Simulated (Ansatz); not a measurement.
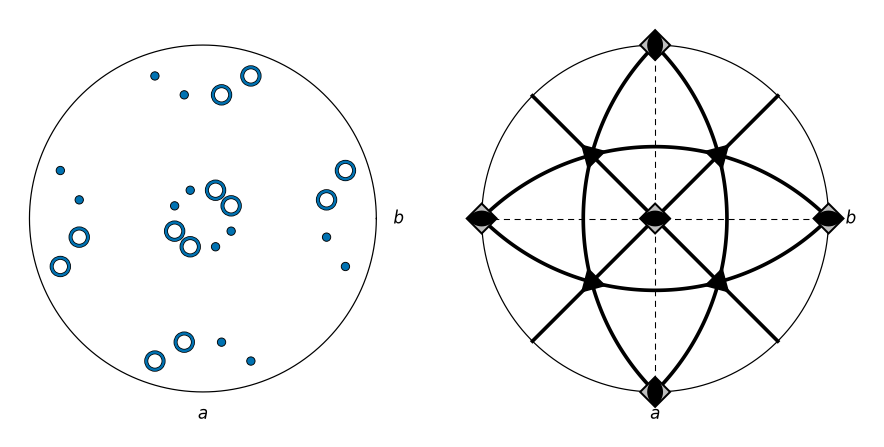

Stereographic projection: filled dots lie in the upper hemisphere, open rings in the lower; heavy lines are mirror planes (a heavy rim: a mirror in the plane of the page); lens, triangle, square and hexagon are 2-, 3-, 4- and 6-fold axes, a lens in an open square is −4, a triangle in an open hexagon −6; thin dashed diameters join the ends of axes that lie in the page; a small open circle marks inversion. The c axis points at the viewer. Left: one general form; right: the symmetry elements. Computed from the symmetry operations of a computed or model structure of composition CdTe.

> Identify the point group and its elements.

-43m (Td), order 24, cubic system: three −4 axes, four threefold axes, six mirror planes.

> Can such a crystal be piezoelectric, pyroelectric or chiral?

It is not centrosymmetric; not polar, but piezoelectricity is allowed; it is not chiral.
